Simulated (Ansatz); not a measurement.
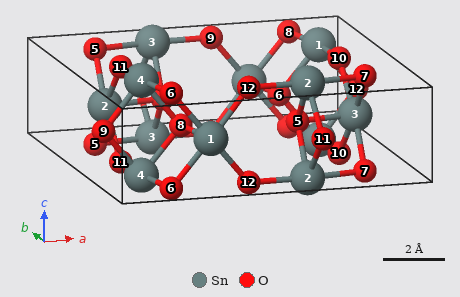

This is the input geometry for a relaxation of solid SnO2 (set up in I4/m). The picture is a ball-and-stick view of the conventional cell (2 times the calculation's cell), seen slightly off an axis. Lengths and directions refer to the drawn axes.

The run lets cell and atoms move.

The calculation used Kohn-Sham DFT of a periodic cell, PBEsol, Ansatz PAW (Ansatz).

Input
```yaml
crystal:
  lattice:
    - [-5.37331, 5.37331, 1.616233]
    - [5.37331, -5.37331, 1.616233]
    - [5.37331, 5.37331, -1.616233]
  atoms:
    - { symbol: Sn, position: [0.3510765, 0.8310675, 0.182144] }
    - { symbol: Sn, position: [0.8310675, 0.6489235, 0.479991] }
    - { symbol: Sn, position: [0.1689325, 0.3510765, 0.520009] }
    - { symbol: Sn, position: [0.6489235, 0.1689325, 0.817856] }
    - { symbol: O, position: [0.2056015, 0.1549285, 0.36053] }
    - { symbol: O, position: [0.8450715, 0.2056015, 0.050673] }
    - { symbol: O, position: [0.7943985, 0.8450715, 0.63947] }
    - { symbol: O, position: [0.1549285, 0.7943985, 0.949327] }
    - { symbol: O, position: [0.1610445, 0.5429605, 0.704005] }
    - { symbol: O, position: [0.5429605, 0.8389555, 0.381916] }
    - { symbol: O, position: [0.4570395, 0.1610445, 0.618084] }
    - { symbol: O, position: [0.8389555, 0.4570395, 0.295995] }
hamiltonian:
  xc: pbesol
  pseudopotentials: { kind: paw }
kpoints:
  mp_grid: { grid: [7, 7, 7] }
scf:
  occupations: { method: fermi_dirac, width: 0.05 }
output:
  forces: true
  stress: true
  eigenvalues: true
relax:
  f_tol: 0.01
  max_steps: 40
  cell: { stress_tol: 0.05, p_target: 10.0 }
```

Run as
```bash
ansatz run input.yaml --threads 4 --pin off --max-ram 11264MiB --backend cpu --events-out ev --progress --plain --runs-dir out
```

Where does the relaxation end?

Answer. Over 6 accepted moves (8 points after the start) the energy rises by 0.366 eV per cell of the calculation. With the target pressure of 10 GPa, the enthalpy E + pV changes by −0.902 eV per cell of the calculation. Largest force component: 0.42 eV/Å at the start, 0.0053 eV/Å at the end. The pressure goes from −4.62 to 9.98 GPa. The SCF was repeated twice at an unchanged geometry on a basis and grid sized afresh for the cell, which shifted the energy by 55.3 meV per cell of the calculation at most. The largest moves relative to the cell, 0.091 Å, are those of O5, O6, O7 and O8. O6 goes along [−3 −1 0]. Largest moves by element: O 0.091 Å, Sn 0.047 Å. Cell: a = b 10.747 → 10.262 Å (−4.5 %), c 3.232 → 3.159 Å (−2.3 %). Volume −10.9 %. Among the contacts that change: Sn1–O10 2.064 → 1.988 Å, Sn1–O12 2.112 → 2.046 Å, Sn1–O8 2.144 → 2.082 Å, Sn1–O6 2.106 → 2.068 Å. Bond angles that change, for instance: O8–Sn1–O10 171.8° → 177.2°, O8–Sn1–O12 93.3° → 90.8°, Sn1–O6–Sn4 98.5° → 96.1°. The space group stays I4/m (No. 87). Cost: 86 s on 4 threads of Arm Neoverse V2, with other jobs on the host, peak memory 0.89 GiB.

History of the run:

| step | E − E(0), meV/atom | largest force component, eV/Å | pressure, GPa | volume, Å³/atom | note |
| --- | --- | --- | --- | --- | --- |
| 0 | 0.00 | 0.4244 | -4.62 | 15.555 |  |
| 1 | 50.40 | 0.5235 | 13.33 | 13.601 |  |
| 2 | 18.20 | 0.1082 | 9.63 | 14.003 |  |
| 3 | 19.83 | 0.0551 | 9.96 | 13.970 |  |
| 4 | 21.46 | 0.0214 | 9.95 | 13.937 |  |
| 5 | 22.05 | 0.0017 | 10.00 | 13.926 |  |
| 6 | 26.65 | 0.0020 | 9.46 | 13.926 | same geometry, new basis |
| 7 | 30.24 | 0.0052 | 10.00 | 13.862 |  |
| 8 | 30.54 | 0.0053 | 9.98 | 13.862 | same geometry, new basis |

After the run, drawn alike:

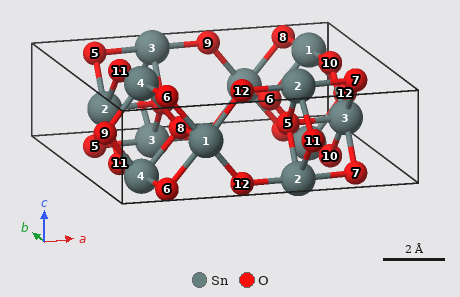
